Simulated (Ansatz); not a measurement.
## A series of single points on W

System: W (P6₃/mmc, 4 atoms in the cell).
Method: DFT, RPBE, plane waves (420 eV) with PAW, scalar-relativistic, no spin polarisation (Ansatz 0.2.0).

The 6 runs differ only in the geometry, by an even scaling of the cell at fixed fractional positions.

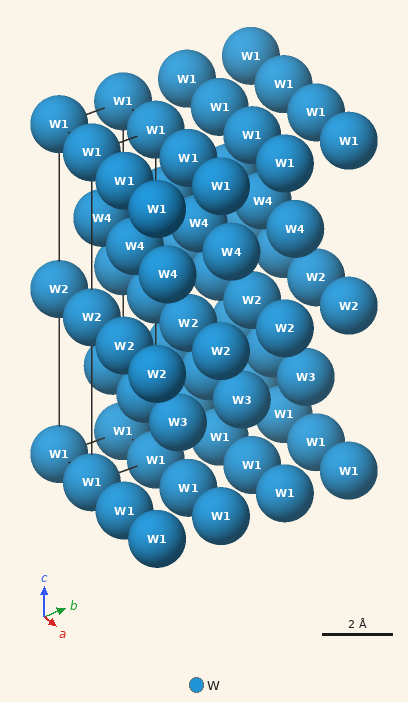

Figure 1. The structure of run 4 (spheres-only view of the cell of the calculation, repeated 3 × 3 × 1, seen slightly off an axis; atoms are numbered from 1 in the order of the input).

**Input of run 4**
```yaml
crystal:
  lattice:
    - [2.8336228952, 0.0, 0.0]
    - [-1.4168114476, 2.453989412, 0.0]
    - [0.0, 0.0, 9.9981853156]
  atoms:
    - { symbol: W, position: [1.0, 1.0, 1.0] }
    - { symbol: W, position: [1.0, 1.0, 0.5] }
    - { symbol: W, position: [0.3333333333, 0.6666666667, 0.25] }
    - { symbol: W, position: [0.6666666667, 0.3333333333, 0.75] }
hamiltonian:
  xc: rpbe
  pseudopotentials:
    kind: paw
    azcp:
      W: "pseudopotentials/W.paw.azcp"
basis:
  ecutwfc: 420
  fft_grid_basis: typed
kpoints:
  mp_grid: { grid: [15, 15, 4], shift: [0, 0, 0] }
magnetization:
  spin_polarized: false
scf:
  occupations: { method: fermi_dirac, width: 0.1 }
  lower_state_search: "off"
output:
  stress: true
```

Command:
```bash
ansatz run input.yaml --threads 2 --pin off --max-ram 5120MiB --backend cpu --events-out ev --progress --plain --runs-dir out
```

Run 3 differs from it as follows:
```diff
-    - [2.8336228952, 0.0, 0.0]
-    - [-1.4168114476, 2.453989412, 0.0]
-    - [0.0, 0.0, 9.9981853156]
+    - [2.7968184321, 0.0, 0.0]
+    - [-1.3984092161, 2.4221158119, 0.0]
+    - [0.0, 0.0, 9.8683240543]
```

**Results, with one run withheld**

```csv
run,volume per atom (Å³),"free energy per atom, from the lowest run given (meV)",pressure (GPa)
1,14.707,232.11,45.06
2,16.044,2.96,12.08
3,16.713,?,?
4,17.381,0.00,−9.88
5,18.050,58.52,−17.89
6,18.718,147.18,−24.38
```

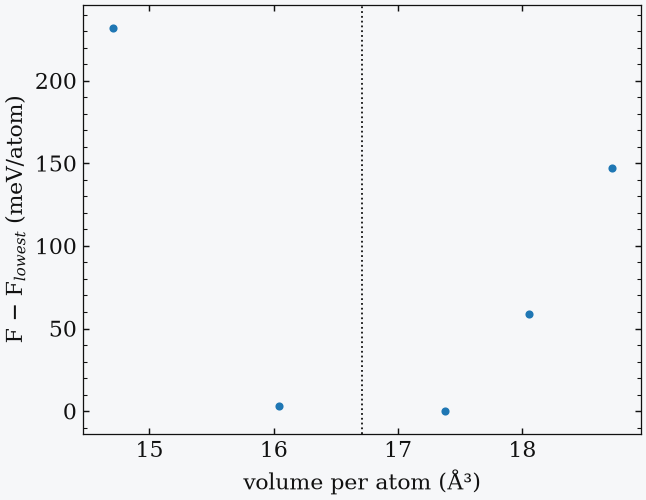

Figure 2. Free energy per atom of the runs given; the dotted line marks run 3.

Fit the runs given and predict run 3.

A cubic polynomial in V^(−2/3) (the Birch–Murnaghan form), fitted to the 5 runs given, misses them by at most 0.02 meV per atom. With x = V^(−2/3) − 0.15200 Å⁻², it reads F = −19.945 − 2693.8 x + 1.3616e+06 x² + 4.8275e+05 x³ (meV per atom). At run 3 it gives −21.28 meV per atom, and the run itself gives −21.35. The slope of the fit gives a pressure −dF/dV of −0.03 GPa there, and the run prints −0.02 GPa. The fit has its minimum at 16.711 Å³ per atom, where V d²F/dV² gives 272 GPa. Cell shape and fractional positions are held, so this is the stiffness under even scaling; the relaxed bulk modulus wasn't computed.

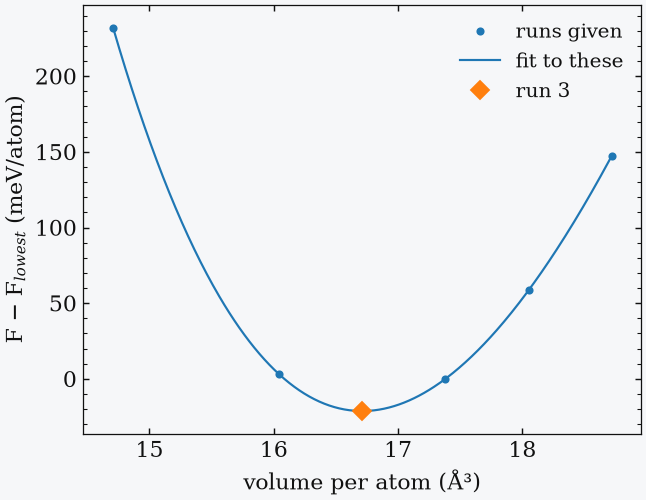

Figure 3. The fit and the withheld run.

**Output, shortened to warnings, some set-up lines, iterations and results (run 3)**
```
Basis set: ecut = 420 eV, 1317 PW (Γ)
Symmetry: 24 space group operations
k-points: 81 of 900
Initial density: superposition of atomic densities (neutral atoms: chi_scale 0, normalization atom), corrected by the library's trained network
[...]
SCF iter   1: F=—  HF=-41588.384460 eV  |F-HF|=—  |Δ(HF+E_count)|=         —  Δρ=5.72e-3  dr2=1.94e-2  ethr=1.77e-3  ⟨swp⟩=4.8  Hψ=10755  notcnv=0
SCF iter   2: F=—  HF=-41588.381611 eV  |F-HF|=—  |Δ(HF+E_count)|=   2.85e-3  Δρ=3.44e-3  dr2=6.95e-3  ethr=3.47e-5  ⟨swp⟩=1.0  Hψ=3402  notcnv=0
SCF iter   3: F=—  HF=-41588.380067 eV  |F-HF|=—  |Δ(HF+E_count)|=   1.54e-3  Δρ=4.54e-4  dr2=1.26e-4  ethr=1.24e-5  ⟨swp⟩=2.0  Hψ=3726  notcnv=0
SCF iter   4: F=—  HF=-41588.380042 eV  |F-HF|=—  |Δ(HF+E_count)|=   2.53e-5  Δρ=7.48e-5  dr2=2.21e-6  ethr=2.25e-7  ⟨swp⟩=2.4  Hψ=4332  notcnv=0
SCF iter   5: F=—  HF=-41588.380044 eV  |F-HF|=—  |Δ(HF+E_count)|=   2.59e-6  Δρ=1.61e-5  dr2=1.10e-7  ethr=3.95e-9  ⟨swp⟩=2.2  Hψ=4184  notcnv=0
SCF iter   6: F=-41588.380044 eV  HF=-41588.380044 eV  |F-HF|=1.46e-11  |Δ(HF+E_count)|=   1.64e-8  Δρ=2.43e-6  dr2=2.73e-9  ethr=1.79e-10  ⟨swp⟩=4.0  Hψ=8674  notcnv=0
SCF 1 converged in 6 iterations: F = -41588.380044 eV  dr2 = 2.73e-9
SCF converged after 6 iterations
Free energy (F): -41588.380044 eV
Harris-Foulkes:  -41588.380044 eV  (|F-HF|=1.46e-11)
Internal energy: -41588.246712 eV  (E = F + TS)
E sigma→0 (E₀):  -41588.313378 eV
Entropy (-TS):   -0.133332 eV (-33.333 meV/atom)
Fermi energy:    21.039843 eV
--- Per-component energies (eV) ---
  E_band       = -388.377706
  E_kinetic    = 1794.228131
  E_local      = -2555.801372  (includes V_loc(G=0)·N_el)
  E_nonlocal   = -0.439398
  E_hartree    = 910.347657
  E_xc         = -1066.353068
  E_vxc        = -951.050668  (∫ρ·V_xc dr)
  E_paw        = -34299.270501  (= ΣΔE_a)
  E_vpaw       = -496.009216  (= ΣTr[D̂ρ^β])
  E_aug_tail   = -0.000246  (compensation charges beyond the density's cutoff)
  E_ewald      = -6370.887617
  E_core_change = -0.070297  (= ΣΔE_core)
  E_smearing   = -0.133332  (= −TS)
  E_closure    = -0.000000  (closes the sum)
  Σ components = -41588.380044   (vs F -41588.380044, Δ=0.00e0)
--- Stress (GPa, compression-positive) ---
        0.163774       0.000000       0.000000
        0.000000       0.163774       0.000000
        0.000000       0.000000      -0.385808
  P = ⅓ Tr σ = -0.0194 GPa (-0.194 kbar)
```

Notes: Spin–orbit coupling is left out, which matters for W.
